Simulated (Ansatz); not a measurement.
## Geometry relaxation, with input and output: Mg

- system: Mg (P6₃/mmc, 2 atoms in the cell)
- method: DFT PBEsol, scalar-relativistic, plane waves, PAW, no spin polarisation (Ansatz 0.2.0)

The structure derives from an entry of the Crystallography Open Database. It belongs to a series of runs on one base structure; here: film's bulk on the substrate's plane, third vector and atoms relaxed. Figures and captions count atoms from 1; the log counts them from 0 in places.

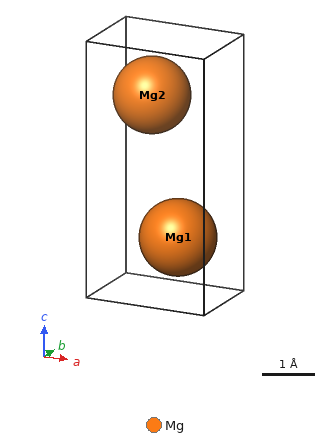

Fig. 1: The input geometry (spheres-only view of the cell of the calculation, seen slightly off an axis; atoms are numbered from 1 in the order of the input). An atom can appear more than once, as a periodic image.

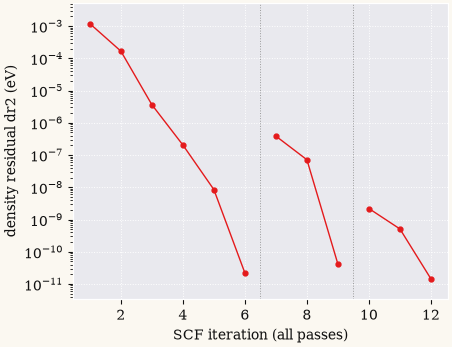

Fig. 2: Convergence of the self-consistent field: density residual dr2 against the SCF iteration. The dotted lines part the SCF passes of the relaxation: geometry steps, rejected trials and re-solves on a re-selected basis. The passes take 6, 3 and 3 iterations.

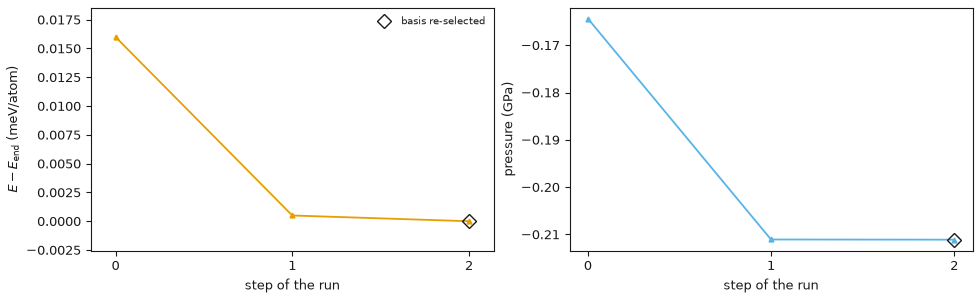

Fig. 3: Progress of the relaxation, step by step (the first geometry is step 0 here and step 1 in the log). Over 1 geometry step the energy falls by next to nothing (0.0 meV per atom). All forces vanish by symmetry, so only the cell relaxes. The pressure goes from −0.16 to −0.21 GPa. The atoms keep their places relative to the cell (all moves are under 0.005 Å). The volume changes by +0.1 %, with a = b stay at 3.206 Å, c 5.077 → 5.083 Å (+0.1 %). The space group stays P6_3/mmc (No. 194). A last SCF at the same geometry on a re-selected plane-wave basis shifts the energy by next to nothing (0.0 meV per atom). (Atoms are counted from 1 in the order of the input.)

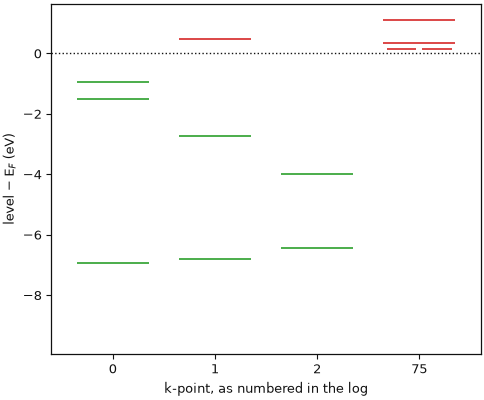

Fig. 4: Kohn–Sham levels near the Fermi level (dotted) at the few k-points that the log prints; levels within 0.02 eV of each other stand side by side. The system is metallic on the full mesh.

The input and output of the run follow.

### The input
```yaml
crystal:
  lattice:
    - [3.2062346808, 0.0, 0.0]
    - [-1.6031173404, 2.7766806841, 0.0]
    - [0.0, 0.0, 5.0771615332]
  atoms:
    - { symbol: Mg, position: [0.6666666667, 0.3333333333, 0.25] }
    - { symbol: Mg, position: [0.3333333333, 0.6666666667, 0.75] }
basis:
  ecutwfc: 420
kpoints:
  mp_grid: { grid: [12, 12, 7] }
hamiltonian:
  xc: pbesol
scf:
  occupations: { method: gaussian, width: 0.1 }
output:
  forces: true
  stress: true
  eigenvalues: true
relax:
  adjacent_minimum: "off"
  f_tol: 0.01
  max_steps: 50
  cell: { fix: [a, b, gamma], stress_tol: 0.1 }
```

Command:
```bash
ansatz run input.yaml --threads 4 --pin off --max-ram 10240MiB --backend cpu --events-out ev --progress --plain --runs-dir out
```

### What the program printed
```
Engine: ansatz 0.2.0, x86_64-unknown-linux-gnu
Pseudopotentials: kind: paw
Pseudopotential: Mg, paw, valence charge 10, recommended cutoff 420 eV (normal), Mg.paw.azcp
Functional definition: PBEsol
  exchange = pbesol_x
  correlation = pbesol_c
Crystal: 2 atoms, lattice volume = 45.200 Å³
Basis set: ecut = 420 eV, 881 PW (Γ), exchange–correlation on 48×48×72 points (8 copies of the dense FFT grid, shifted against one another)
Bands: 14, of which v1, the nominal top of the filled ones, is band 10 counted from 1 (9 counted from 0)
Symmetry: 24 space group operations
Space group: P63/mmc (ITA 194), of the structure as read, at distance tolerance 3.6e-5 Å
k-points: 76 of 1008
Non-local potential: Mg, projectors of the file, l = 0: 3, l = 1: 2, l = 2: 1
PAW form: soft (Blöchl's): semilocal exchange-correlation on the pseudo side does not see the compensation charge
PAW frozen core: Mg, regenerated for the run's functional, and the local potential with it (the file was generated under x = pbe(κ = 0.804, μ = 0.2195149727645171), c = pbe(β = 0.06672455060314922))
PAW one-centre angular grid: Mg, 110 points (default); XC on 64 Gauss nodes
Initial density: superposition of atomic densities (neutral atoms: chi_scale 0, normalization atom), corrected by the library's trained network
Initial wavefunctions: pseudopotential atomic-orbital guess
Functional: x = pbesol(κ = 0.804, μ = 0.12345679012345678), c = pbesol(β = 0.046)
SCF iter   1: F=—  HF=-3824.106532 eV  |F-HF|=—  |Δ(HF+E_count)|=         —  Δρ=2.11e-3  dr2=1.19e-3  ethr=1.77e-3  ⟨swp⟩=5.0  Hψ=5349  notcnv=0
preconditioner: auto → none  [insulator: Δε(μ)=0.124 eV  Ē_g=6.961 eV  σ=0.100 eV  W_gap=0.53  n_scr=8 (ndim 8)  ℏωp=11.0 eV  f_vac=0.000  D(μ)=0.57/eV (n_scr^D=2)  ε∞_Penn≈3.5]
SCF iter   2: F=—  HF=-3824.105183 eV  |F-HF|=—  |Δ(HF+E_count)|=   1.35e-3  Δρ=7.03e-4  dr2=1.67e-4  ethr=5.97e-6  ⟨swp⟩=2.9  Hψ=2471  notcnv=0
SCF iter   3: F=—  HF=-3824.105120 eV  |F-HF|=—  |Δ(HF+E_count)|=   6.33e-5  Δρ=1.07e-4  dr2=3.64e-6  ethr=8.36e-7  ⟨swp⟩=2.0  Hψ=1716  notcnv=0
SCF iter   4: F=—  HF=-3824.105103 eV  |F-HF|=—  |Δ(HF+E_count)|=   1.70e-5  Δρ=3.29e-5  dr2=2.05e-7  ethr=1.82e-8  ⟨swp⟩=2.0  Hψ=1809  notcnv=0
iter 5 did not close the SCF: its close was put off for the readings that it lacked (scf_convergence_deferred on its scf_iter line)
SCF iter   5: F=-3824.105103 eV  HF=-3824.105103 eV  |F-HF|=1.39e-8  |Δ(HF+E_count)|=   2.45e-7  Δρ=6.28e-6  dr2=8.47e-9  ethr=1.03e-9  ⟨swp⟩=2.0  Hψ=1824  notcnv=0
SCF iter   6: F=-3824.105103 eV  HF=-3824.105103 eV  |F-HF|=2.73e-11  |Δ(HF+E_count)|=   8.79e-9  Δρ=3.43e-7  dr2=2.20e-11  ethr=4.23e-11  ⟨swp⟩=1.8  Hψ=3289  notcnv=0
the search or the solves at the SCF's close seem to have found levels that the self-consistency loop had missed (the run counts 1). By its estimate they hold under 1e-12 electrons; where the run keeps them, the occupations were computed again with them
SCF 1 converged in 6 iterations: F = -3824.105103 eV  dr2 = 2.20e-11
  greatest PAW one-centre occupation: 1.000 electrons in one spin orbital (limit 2), on the Mg atom at site 1 (counted from 0), in its partial waves of l = 0
relax step   1: F+E_penalty+E_count = -3824.10510276 eV  Δ(F+E_penalty+E_count) = +0.000e0 eV  max|allowed force component| = 6.939e-17 eV/Å  Δτ_max = 0.0000 Å  P = -0.164 GPa  Ω = 45.200 Å³  fix = [a, b, gamma]  reactions: a -0.314, b -0.314 GPa  (6 SCF iters, dr2 threshold 1.00e-7 eV, accepted)
Crystal: 2 atoms, lattice volume = 45.257 Å³
Initial density: handed on by an earlier stage of this run
Initial wavefunctions: those handed on with the density
iter 1 solved again at ethr=1.71e-9 eV; its pass at ethr=3.10e-3 eV (dr2=3.42e-7 eV) is discarded
SCF iter   1: F=—  HF=-3824.105149 eV  |F-HF|=—  |Δ(HF+E_count)|=         —  Δρ=2.49e-5  dr2=3.86e-7  ethr=1.71e-9  ⟨swp⟩=3.4  Hψ=7981  notcnv=0
preconditioner: auto → none  [insulator: Δε(μ)=0.124 eV  Ē_g=6.957 eV  σ=0.100 eV  W_gap=0.55  n_scr=8 (ndim 8)  ℏωp=11.0 eV  f_vac=0.000  D(μ)=0.59/eV (n_scr^D=2)  ε∞_Penn≈3.5]
SCF iter   2: F=—  HF=-3824.105134 eV  |F-HF|=—  |Δ(HF+E_count)|=   1.52e-5  Δρ=1.10e-5  dr2=7.14e-8  ethr=1.71e-9  ⟨swp⟩=1.0  Hψ=1064  notcnv=0
SCF iter   3: F=-3824.105134 eV  HF=-3824.105134 eV  |F-HF|=2.59e-11  |Δ(HF+E_count)|=   2.92e-8  Δρ=4.22e-7  dr2=4.13e-11  ethr=2.25e-10  ⟨swp⟩=4.1  Hψ=3173  notcnv=0
SCF 2 converged in 3 iterations: F = -3824.105134 eV  dr2 = 4.13e-11
relax step   2: F+E_penalty+E_count = -3824.10513403 eV  Δ(F+E_penalty+E_count) = -3.128e-5 eV  max|allowed force component| = 3.932e-17 eV/Å  Δτ_max = 0.0000 Å  P = -0.211 GPa  Ω = 45.257 Å³  energy of the carried Pulay correction = -7.452e-7 eV  fix = [a, b, gamma]  reactions: a -0.341, b -0.341 GPa  (3 SCF iters, dr2 threshold 4.49e-8 eV, accepted)
Initial wavefunctions: pseudopotential atomic-orbital guess (no wavefunctions were taken with the density)
iter 1 solved again at ethr=1.80e-8 eV; its pass at ethr=3.10e-3 eV (dr2=3.59e-6 eV) is discarded
SCF iter   1: F=—  HF=-3824.105151 eV  |F-HF|=—  |Δ(HF+E_count)|=         —  Δρ=1.44e-5  dr2=2.19e-9  ethr=1.80e-8  ⟨swp⟩=4.0  Hψ=8702  notcnv=0
SCF iter   2: F=—  HF=-3824.105135 eV  |F-HF|=—  |Δ(HF+E_count)|=   1.56e-5  Δρ=7.21e-6  dr2=5.10e-10  ethr=1.10e-11  ⟨swp⟩=2.1  Hψ=1845  notcnv=0
SCF iter   3: F=-3824.105135 eV  HF=-3824.105135 eV  |F-HF|=1.68e-9  |Δ(HF+E_count)|=   8.62e-8  Δρ=1.00e-6  dr2=1.44e-11  ethr=1.00e-12  ⟨swp⟩=3.4  Hψ=3653  notcnv=0
SCF 3 converged in 3 iterations: F = -3824.105135 eV  dr2 = 1.44e-11
relax step   3: F+E_penalty+E_count = -3824.10513482 eV  Δ(F+E_penalty+E_count) = -7.906e-7 eV  max|allowed force component| = 3.932e-17 eV/Å  Δτ_max = 0.0000 Å  P = -0.211 GPa  Ω = 45.257 Å³  fix = [a, b, gamma]  reactions: a -0.341, b -0.341 GPa  stress off target by 4.83e-2 GPa on what of the cell is left free  SCF on the basis re-selected at this cell (its energy is not comparable with the rows above)  (3 SCF iters)
basis re-selected at this cell: Δ(F+E_penalty+E_count) = -7.906e-7 eV, ΔP = -0.000 GPa vs the last step (what re-selecting the basis moved, of the pressure what is left beyond the Pulay correction that the steps carried, after the strain that the cell walked since its last selection, with what the two solves' SCF thresholds leave and, on support functions, any second-order correction that the steps lacked; it is no measure of the basis error at this ecutwfc). This SCF's stress stands 4.83e-2 GPa from its target on what of the cell is left free (relax.cell.stress_tol is 1.00e-1 GPa) and its largest allowed force component is 3.93e-17 eV/Å (relax.f_tol is 1.00e-2 eV/Å): within both
SCF converged after 3 iterations
Free energy (F): -3824.105135 eV
Harris-Foulkes:  -3824.105135 eV  (|F-HF|=1.68e-9)
Internal energy: -3824.102170 eV  (E = F + TS)
E sigma→0 (E₀):  -3824.103652 eV
Entropy (-TS):   -0.002965 eV (-1.483 meV/atom)
Fermi energy:    5.653710 eV
--- Per-component energies (eV) ---
  E_band       = -709.916121
  E_kinetic    = 149.879192
  E_local      = -3229.824613  (includes V_loc(G=0)·N_el)
  E_nonlocal   = 192.705665
  E_hartree    = 1152.036950
  E_xc         = -56.320053
  E_vxc        = -73.019177  (∫ρ·V_xc dr)
  E_paw        = -562.530967  (= ΣΔE_a)
  E_vpaw       = -53.731136  (= ΣTr[D̂ρ^β])
  E_aug_tail   = -0.000005  (compensation charges beyond the density's cutoff)
  E_ewald      = -1470.166065
  E_core_change = 0.117725  (= ΣΔE_core)
  E_smearing   = -0.002965  (= −TS)
  E_closure    = -0.000000  (closes the sum)
  Σ components = -3824.105135   (vs F -3824.105135, Δ=0.00e0)
--- Forces (eV/Å), atoms counted from 1 ---
  atom   1  Mg     0.00000000     0.00000000     0.00000000
  atom   2  Mg    -0.00000000    -0.00000000    -0.00000000
  max |Σ_I F_I| component: 1.39e-17 eV/Å
--- Stress (GPa, compression-positive) ---
       -0.340812       0.000000       0.000000
        0.000000      -0.340812      -0.000000
        0.000000      -0.000000       0.048308
  P = ⅓ Tr σ = -0.2111 GPa (-2.111 kbar)
--- Band table (eV; the first three rows and the last of 76) ---
  k-point 0: bands = ["-69.9069", "-69.9033", "-36.8683", "-36.8364", "-36.8364", "-36.8309", "-36.8303", "-36.8303", "-1.2662", "4.1481", "4.7076", "16.4926", "16.4926", "16.5741"]
  k-point 1: bands = ["-69.9067", "-69.9034", "-36.8665", "-36.8361", "-36.8361", "-36.8328", "-36.8306", "-36.8306", "-1.1467", "2.9248", "6.1354", "16.5875", "16.5875", "16.6554"]
  k-point 2: bands = ["-69.9062", "-69.9039", "-36.8613", "-36.8380", "-36.8352", "-36.8352", "-36.8315", "-36.8315", "-0.7892", "1.6700", "8.0032", "14.6593", "16.8576", "16.8576"]
  k-point 75: bands = ["-69.9030", "-69.9030", "-36.8589", "-36.8589", "-36.8510", "-36.8484", "-36.8373", "-36.8373", "5.7873", "5.7873", "6.0052", "6.7754", "7.3572", "7.3572"]
--- Relaxed structure (2 steps of the walk, 2 accepted, 1 SCFs on fresh bases) ---
  F+E_penalty+E_count = -3824.10513482 eV   max|allowed force component| = 3.932e-17 eV/Å   (the final SCF, on the basis selected at the relaxed cell)
  cell:  # Å, volume = 45.2566 Å³
    - [3.206234680818769, -2.963858833867059e-96, 0.0]
    - [-1.6031173404093846, 2.7766806840837455, 6.392404475622277e-20]
    - [0.0, 1.168851366104943e-19, 5.0834783794922105]
  atoms:
    - { symbol: Mg, position: [0.6666666666666666, 0.33333333333333337, 0.25000000000000006] }
    - { symbol: Mg, position: [0.33333333333333337, 0.6666666666666667, 0.7500000000000002] }
```

### Trajectory as extended XYZ (Å, eV, eV/Å), 3 frames, from step=1 to step=3
```
2
Lattice="3.2062 0.0000 0.0000 -1.6031 2.7767 0.0000 0.0000 0.0000 5.0772" Properties=species:S:1:pos:R:3:forces:R:3 step=1 energy=-3824.10510 pressure_GPa=-0.16
Mg    1.6031    0.9256    1.2693    0.0000   0.0000   0.0000
Mg    0.0000    1.8511    3.8079    0.0000   0.0000   0.0000
2
Lattice="3.2062 0.0000 0.0000 -1.6031 2.7767 0.0000 0.0000 0.0000 5.0835" Properties=species:S:1:pos:R:3:forces:R:3 step=2 energy=-3824.10513 pressure_GPa=-0.21
Mg    1.6031    0.9256    1.2709    0.0000   0.0000   0.0000
Mg    0.0000    1.8511    3.8126    0.0000   0.0000   0.0000
2
Lattice="3.2062 0.0000 0.0000 -1.6031 2.7767 0.0000 0.0000 0.0000 5.0835" Properties=species:S:1:pos:R:3:forces:R:3 step=3 energy=-3824.10513 pressure_GPa=-0.21
Mg    1.6031    0.9256    1.2709    0.0000   0.0000   0.0000
Mg    0.0000    1.8511    3.8126    0.0000   0.0000   0.0000
```

### Summary

```tsv
quantity	value
outcome	converged
space group (tolerance 0.01 Å)	P6₃/mmc (194)
electrons treated	20
free energy	−3824.1051 eV
Fermi energy	5.654 eV
gap on the k-point mesh	none (metallic)
pressure	−0.21 GPa
final volume	45.26 Å³
largest force (length of the vector) at the end	under 0.001 eV/Å
final cell	a = 3.206 Å, b = 3.206 Å, c = 5.083 Å, α = 90.00°, β = 90.00°, γ = 120.00°
hardware	4 threads of AMD EPYC (Zen 5), 32 GiB of memory available, shared host
wall time	0.69 s (CPU time 2.2 s)
peak memory	0.41 GiB
```
